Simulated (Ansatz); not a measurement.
**Band-structure calculation of HfO₂**

HfO₂ (I4/mmm, 3 atoms in the cell), computed with DFT, PBE, plane waves, PAW, no spin polarisation (Ansatz 0.2.0).

The structure was built on a prototype by a generator. The geometry comes from this level: r2SCAN (a point of a series of strains). It belongs to a series of runs on one base structure; here: epitaxial_xy strain -2.5%. Figures and captions count atoms from 1; the log counts them from 0 in places.

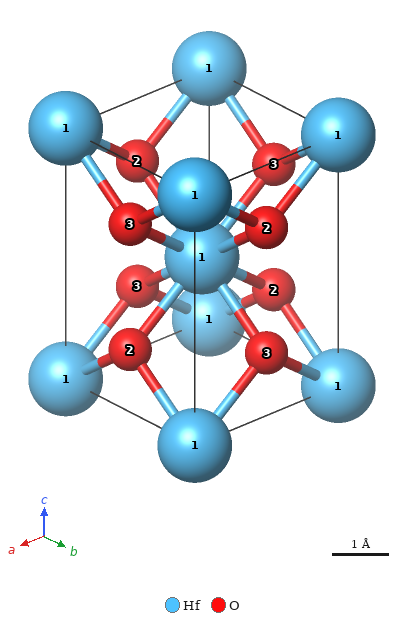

The structure as given in the input (ball-and-stick view of the cell 2 times as large as that of the calculation, set on its symmetry axes, seen at an oblique angle; atoms are numbered from 1 in the order of the input). Near neighbours in the crystal (not all of them lie inside the picture): Hf has 8 O at 2.16 Å; O has 4 Hf at 2.16 Å.

Input file:
```yaml
crystal:
  lattice:
    - [0.0, 2.4659527612, 2.5538963734]
    - [2.4659527612, 0.0, 2.5538963734]
    - [2.4659527612, 2.4659527612, 0.0]
  atoms:
    - { symbol: Hf, position: [0.0, 0.0, 0.0] }
    - { symbol: O, position: [0.25, 0.25, 0.25] }
    - { symbol: O, position: [0.75, 0.75, 0.75] }
kpoints:
  mp_grid: { grid: [8, 8, 8] }
  band_path:
    path:
      - [0.0, 0.0, 0.0]
      - [0.5, 0.0, 0.5]
      - [0.625, 0.25, 0.625]
      - [0.375, 0.375, 0.75]
      - [0.5, 0.5, 0.5]
      - [0.5, 0.25, 0.75]
      - [0.0, 0.5, 0.5]
    npoints: 1
hamiltonian:
  xc: pbe
scf:
  occupations: { method: fermi_dirac, width: 0.02 }
  n_extra_bands: 4
output:
  forces: true
  stress: true
  eigenvalues: true
  write_density: true
  write_potential: true
  elf: true
  volumetric_format: npy
```

Run on 4 threads of Intel Xeon @ 2.70GHz, 189 GiB of memory available, shared host.

Run as:
```bash
ansatz run input.yaml --threads 4 --pin off --max-ram 4608MiB --backend cpu --events-out ev --progress --plain --runs-dir out
```

Output:
```
scf.n_extra_bands = 4 over 19 filled bands (N_el = 38.0): the run solves 23 bands
Engine: ansatz 0.2.0, x86_64-unknown-linux-gnu
Pseudopotentials: kind: paw
Pseudopotential: Hf, paw, valence charge 26, recommended cutoff 420 eV (normal), Hf.paw.azcp
Pseudopotential: O, paw, valence charge 6, recommended cutoff 420 eV (normal), O.paw.azcp
Functional definition: PBE
  parameter kappa = 0.804
  parameter beta = 0.06672455060314922
  exchange = pbe_x(kappa = kappa, mu = beta*pi^2/3)
  correlation = pbe_c(beta = beta)
Crystal: 3 atoms, lattice volume = 31.060 Å³
Basis set: ecut = 420 eV, 609 PW (Γ), exchange–correlation on 48×48×48 points (8 copies of the dense FFT grid, shifted against one another)
Bands: 23, of which v1, the nominal top of the filled ones, is band 19 counted from 1 (18 counted from 0)
Symmetry: 16 space group operations
Space group: I4/mmm (ITA 139), of the structure as read, at distance tolerance 3.1e-5 Å
k-points: 59 of 512
Non-local potential: Hf, projectors of the file, l = 0: 3, l = 1: 2, l = 2: 2, l = 3: 3
Non-local potential: O, projectors of the file, l = 0: 2, l = 1: 2, l = 2: 1
PAW form: soft (Blöchl's): semilocal exchange-correlation on the pseudo side does not see the compensation charge
PAW one-centre angular grid: Hf, 590 points (default); XC on 64 Gauss nodes
PAW one-centre angular grid: O, 110 points (default); XC on 64 Gauss nodes
Initial density: superposition of atomic densities (neutral atoms: chi_scale 0, normalization atom), corrected by the library's trained network
Initial wavefunctions: pseudopotential atomic-orbital guess
Functional: x = pbe(κ = 0.804, μ = 0.2195149727645171), c = pbe(β = 0.06672455060314922)
SCF iter   1: F=—  HF=-16861.260896 eV  |F-HF|=—  |Δ(HF+E_count)|=         —  Δρ=2.70e-3  dr2=1.57e-3  ethr=1.77e-3  ⟨swp⟩=5.0  Hψ=5144  notcnv=0
preconditioner: auto → none  [insulator: Δε(μ)=3.602 eV  Ē_g=18.505 eV  σ=0.020 eV  W_gap=1.00  n_scr=14 (ndim 8)  ℏωp=40.0 eV  f_vac=0.059  D(μ)=0.00/eV (n_scr^D=0)  ε∞_Penn≈5.7]
SCF iter   2: F=—  HF=-16861.261755 eV  |F-HF|=—  |Δ(HF+E_count)|=   8.59e-4  Δρ=1.92e-3  dr2=7.03e-4  ethr=4.13e-6  ⟨swp⟩=2.1  Hψ=2984  notcnv=0
SCF iter   3: F=—  HF=-16861.261750 eV  |F-HF|=—  |Δ(HF+E_count)|=   5.89e-6  Δρ=8.11e-4  dr2=8.74e-5  ethr=1.85e-6  ⟨swp⟩=2.0  Hψ=2221  notcnv=0
SCF iter   4: F=—  HF=-16861.261882 eV  |F-HF|=—  |Δ(HF+E_count)|=   1.33e-4  Δρ=1.03e-4  dr2=1.76e-6  ethr=2.30e-7  ⟨swp⟩=2.0  Hψ=2294  notcnv=0
SCF iter   5: F=—  HF=-16861.261884 eV  |F-HF|=—  |Δ(HF+E_count)|=   1.68e-6  Δρ=4.71e-5  dr2=4.21e-7  ethr=4.63e-9  ⟨swp⟩=2.0  Hψ=2470  notcnv=0
SCF iter   6: F=-16861.261884 eV  HF=-16861.261884 eV  |F-HF|=2.28e-8  |Δ(HF+E_count)|=   1.14e-8  Δρ=2.04e-5  dr2=5.52e-8  ethr=2.63e-10  ⟨swp⟩=6.5  Hψ=9553  notcnv=0
the search or the solves at the SCF's close seem to have found levels that the self-consistency loop had missed (the run counts 1). By its estimate they hold under 1e-12 electrons; where the run keeps them, the occupations were computed again with them
SCF 1 converged in 6 iterations: F = -16861.261884 eV  dr2 = 5.52e-8
  greatest PAW one-centre occupation: 0.999 electrons in one spin orbital (limit 2), on the Hf atom at site 0 (counted from 0), in its partial waves of l = 3
NSCF: frozen V_eff on 7 k-points
SCF converged after 6 iterations
Free energy (F): -16861.261884 eV
Harris-Foulkes:  -16861.261884 eV  (|F-HF|=2.28e-8)
Internal energy: -16861.261884 eV  (E = F + TS)
E sigma→0 (E₀):  -16861.261884 eV
Fermi energy:    18.994588 eV
--- Per-component energies (eV) ---
  E_band       = 94.273841
  E_kinetic    = 777.011615
  E_local      = -5596.155060  (includes V_loc(G=0)·N_el)
  E_nonlocal   = -1146.530067
  E_hartree    = 2581.785034
  E_xc         = -449.240648
  E_vxc        = -456.832103  (∫ρ·V_xc dr)
  E_paw        = -7243.867400  (= ΣΔE_a)
  E_vpaw       = 1353.192761  (= ΣTr[D̂ρ^β])
  E_aug_tail   = 0.004969  (compensation charges beyond the density's cutoff)
  E_ewald      = -5784.270329
  E_smearing   = -0.000000  (= −TS)
  E_closure    = 0.000000  (closes the sum)
  Σ components = -16861.261884   (vs F -16861.261884, Δ=0.00e0)
--- Forces (eV/Å), atoms counted from 1 ---
  atom   1  Hf    -0.00000000     0.00000000     0.00000000
  atom   2  O     -0.00000000     0.00000000     0.00000000
  atom   3  O      0.00000000    -0.00000000     0.00000000
  max |Σ_I F_I| component: 3.16e-30 eV/Å
--- Stress (GPa, compression-positive) ---
       23.791706       0.000000       0.000000
        0.000000      23.791706       0.000000
        0.000000       0.000000       6.627902
  P = ⅓ Tr σ = 18.0704 GPa (180.704 kbar)
--- Band table (eV; the first three rows and the last of 59) ---
  k-point 0: bands = ["-43.7600", "-12.3300", "-12.3300", "-12.3086", "-2.0279", "1.0582", "6.3724", "6.3724", "6.3755", "6.4512", "6.4525", "6.4525", "6.6846", "11.3494", "11.3494", "11.3888", "16.1121", "16.5837", "16.5837", "20.7724", "21.2390", "23.2790", "28.0208"]
  k-point 1: bands = ["-43.7573", "-12.4120", "-12.3380", "-12.3246", "-1.7947", "0.8985", "6.3758", "6.3764", "6.3803", "6.4441", "6.4454", "6.4523", "6.6269", "11.5211", "11.5324", "11.8409", "15.7625", "16.1762", "16.2660", "21.1319", "21.5241", "23.8693", "27.3028"]
  k-point 2: bands = ["-43.7507", "-12.6125", "-12.3573", "-12.3505", "-1.2544", "0.5859", "6.3831", "6.3845", "6.3944", "6.4297", "6.4328", "6.4527", "6.5306", "11.9047", "11.9456", "12.9165", "14.9791", "15.5186", "15.6813", "21.7144", "21.9029", "24.4129", "26.7704"]
  k-point 58: bands = ["-43.7371", "-12.9013", "-12.4719", "-12.4719", "-0.0461", "0.2807", "6.3933", "6.3983", "6.3983", "6.4150", "6.4150", "6.4205", "6.4732", "10.2096", "13.4995", "13.4995", "15.5074", "15.5074", "16.8218", "20.9478", "22.8153", "23.7248", "25.4714"]
```

File bands.tsv:
```
# k_distance	band_0	band_1	band_2	band_3	band_4	band_5	band_6	band_7	band_8	band_9	band_10	band_11	band_12	band_13	band_14	band_15	band_16	band_17	band_18	band_19	band_20	band_21	band_22
# fermi_ev = 18.994588
# lock_threshold_ev = 1e-6
# [0, 0, 0] at k_distance = 0.000000
# [0.5, 0, 0.5] at k_distance = 1.273987
# [0.625, 0.25, 0.625] at k_distance = 1.716723
# [0.375, 0.375, 0.75] at k_distance = 2.492465
# [0.5, 0.5, 0.5] at k_distance = 3.254815
# [0.5, 0.25, 0.75] at k_distance = 4.140285
# [0, 0.5, 0.5] at k_distance = 5.564647
# levels_relative_to = fermi_ev
# free_energy_ev = -16861.261884
# largest_residual_norms_ev = 1.052e-3 9.619e-4 8.163e-4 8.328e-4 4.227e-4 1.338e-3 4.394e-4 5.799e-4 5.077e-4 7.321e-4 8.354e-4 5.855e-4 1.369e-3 8.894e-4 1.520e-3 1.632e-3 1.047e-3 1.158e-3 1.300e-3 1.270e-3 6.469e-4 1.035e-3 1.338e-3
0.000000	-62.754617	-31.324580	-31.324580	-31.303183	-21.022466	-17.936421	-12.622227	-12.622227	-12.619073	-12.543356	-12.542083	-12.542083	-12.310026	-7.645189	-7.645189	-7.605754	-2.882491	-2.410857	-2.410857	1.777800	2.244419	4.284413	9.026174
1.273987	-62.728917	-31.905414	-31.502901	-31.448694	-19.251835	-18.571482	-12.603446	-12.591751	-12.590348	-12.579036	-12.569646	-12.566296	-12.520730	-8.778679	-5.641767	-5.412019	-3.985080	-3.333149	-1.792043	1.911728	3.861913	5.323636	6.585980
1.716723	-62.729800	-31.792348	-31.610671	-31.442389	-19.141802	-18.696543	-12.599353	-12.594605	-12.590939	-12.580293	-12.567111	-12.561836	-12.537289	-8.072218	-6.167725	-5.437093	-4.444707	-3.301819	-2.151082	2.448886	3.786622	5.571216	5.994234
2.492465	-62.731446	-31.776257	-31.615120	-31.437590	-18.972224	-18.828503	-12.600095	-12.596593	-12.594065	-12.576125	-12.572795	-12.570969	-12.536482	-8.040450	-6.091457	-5.379428	-4.257992	-3.334369	-2.512268	2.591379	3.693970	5.059018	6.040470
3.254815	-62.735992	-31.870392	-31.380498	-31.378925	-19.728930	-18.485979	-12.613548	-12.610223	-12.580660	-12.569316	-12.563857	-12.541178	-12.526672	-6.649503	-6.455902	-5.106437	-4.757659	-3.837604	-3.802447	2.754470	2.919198	5.472186	7.209623
4.140285	-62.730270	-31.691779	-31.678407	-31.488126	-18.973557	-18.795343	-12.597991	-12.596425	-12.584781	-12.582432	-12.580270	-12.555276	-12.548079	-7.425733	-7.261073	-4.637755	-4.499713	-3.610633	-2.189808	3.126990	3.350423	5.305988	5.576921
5.564647	-62.728917	-31.905414	-31.502901	-31.448694	-19.251835	-18.571482	-12.603446	-12.591751	-12.590348	-12.579036	-12.569646	-12.566296	-12.520730	-8.778679	-5.641767	-5.412019	-3.985080	-3.333149	-1.792043	1.911728	3.861913	5.323636	6.585980
```

File rho_z.tsv:
```
# z_ang	rho[e/angstrom^3]
# format = ansatz-planar-average/11
# lattice	0.000000000	2.465952761	2.553896373
# lattice	2.465952761	0.000000000	2.553896373
# lattice	2.465952761	2.465952761	0.000000000
# sites	3
# site	72	0.000000000	0.000000000	0.000000000
# site	8	1.232976381	1.232976381	1.276948187
# site	8	3.698929142	3.698929142	3.830844560
0.000000	2.717950e0
0.145308	2.595958e0
0.290615	2.280511e0
0.435923	1.884509e0
0.581231	1.511111e0
0.726538	1.211958e0
0.871846	9.874926e-1
1.017154	8.108415e-1
1.162461	6.552525e-1
1.307769	5.127033e-1
1.453077	3.966125e-1
1.598384	3.246398e-1
1.743692	3.013081e-1
1.889000	3.246398e-1
2.034307	3.966125e-1
2.179615	5.127033e-1
2.324923	6.552525e-1
2.470230	8.108415e-1
2.615538	9.874926e-1
2.760846	1.211958e0
2.906153	1.511111e0
3.051461	1.884509e0
3.196769	2.280511e0
3.342076	2.595958e0
```

File v_z.tsv:
```
# z_ang	v_es[eV]	v_tot[eV]
# format = ansatz-planar-average/11
# xc	pbe
# density_cutoff_ev	1680
# datasets	Hf=:simpson_from_first_knot:soft	O=:simpson_from_first_knot:soft
# lattice	0.000000000	2.465952761	2.553896373
# lattice	2.465952761	0.000000000	2.553896373
# lattice	2.465952761	2.465952761	0.000000000
# sites	3
# site	72	0.000000000	0.000000000	0.000000000
# site	8	1.232976381	1.232976381	1.276948187
# site	8	3.698929142	3.698929142	3.830844560
0.000000	6.995493e0	-7.997077e0
0.145308	6.545446e0	-8.369336e0
0.290615	5.840231e0	-8.784136e0
0.435923	5.509674e0	-8.648814e0
0.581231	5.742610e0	-7.833921e0
0.726538	6.675747e0	-6.230017e0
0.871846	8.279179e0	-3.932634e0
1.017154	1.035033e1	-1.080110e0
1.162461	1.259304e1	1.847584e0
1.307769	1.475048e1	4.428814e0
1.453077	1.669140e1	6.782845e0
1.598384	1.830998e1	8.735573e0
1.743692	1.905542e1	9.570331e0
1.889000	1.830998e1	8.735573e0
2.034307	1.669140e1	6.782845e0
2.179615	1.475048e1	4.428814e0
2.324923	1.259304e1	1.847584e0
2.470230	1.035033e1	-1.080110e0
2.615538	8.279179e0	-3.932634e0
2.760846	6.675747e0	-6.230017e0
2.906153	5.742610e0	-7.833921e0
3.051461	5.509674e0	-8.648814e0
3.196769	5.840231e0	-8.784136e0
3.342076	6.545446e0	-8.369336e0
```

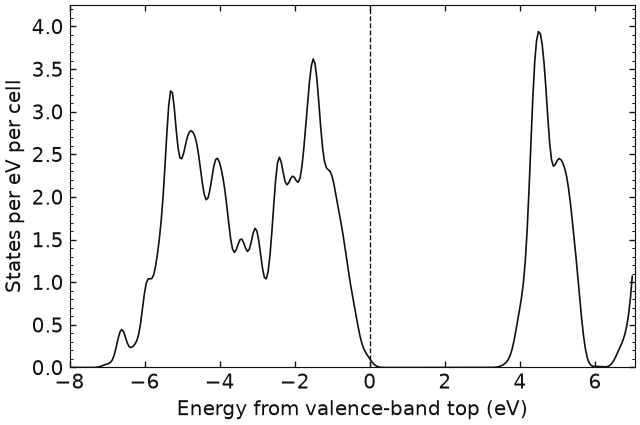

Density of states (the curve is built from the levels of the k mesh with Gaussians 0.3 eV wide, which also blur the band edges), with energies from the valence-band top. There is a gap of 3.57 eV on the k-point mesh. Small ripples come from the finite k-point mesh.

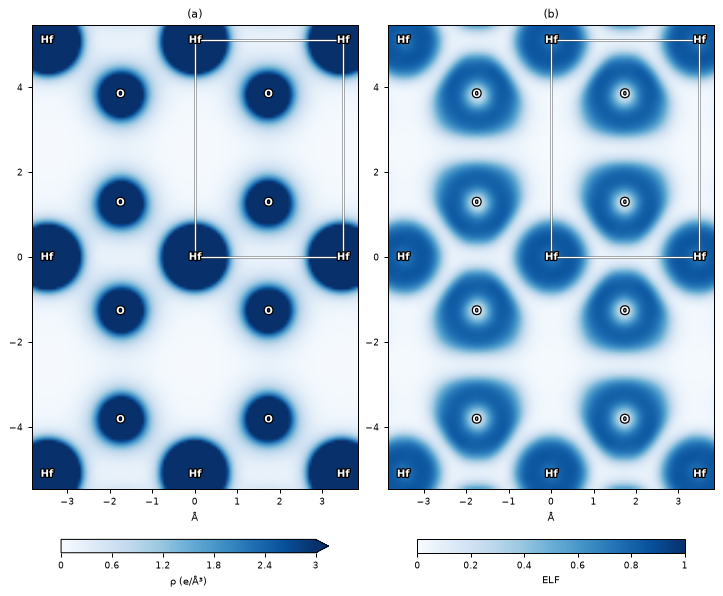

(a) valence electron density; (b) electron localisation function on the (100) plane of the conventional cell. Atoms in the plane: Hf and O. Hf–O (2.16 Å): ρ at the midpoint is about 0.63 e/Å³; the ELF peaks at about 0.85 in the valence shell of O, 0.6 Å from its nucleus, and drops to about 0.15 between the two atoms. Away from the nuclei the density in this plane falls to 0.02 e/Å³ at its lowest. The strong features right at Hf lie inside the PAW spheres (semicore, d or f shells) and say nothing about bonding. In a PAW calculation such maps are meaningful between the atoms, not at the nuclei.

Key numbers:

```tsv
quantity	value
outcome	converged
space group (tolerance 0.01 Å)	I4/mmm (139)
electrons treated	38
free energy	−16861.2619 eV
Fermi energy	18.995 eV
gap on the k-point mesh	3.57 eV
pressure	18.07 GPa
largest force (length of the vector)	under 0.001 eV/Å
wall time	1.4 s (CPU time 3.9 s)
peak memory	0.38 GiB
```

Spin–orbit coupling is left out, which matters for Hf.
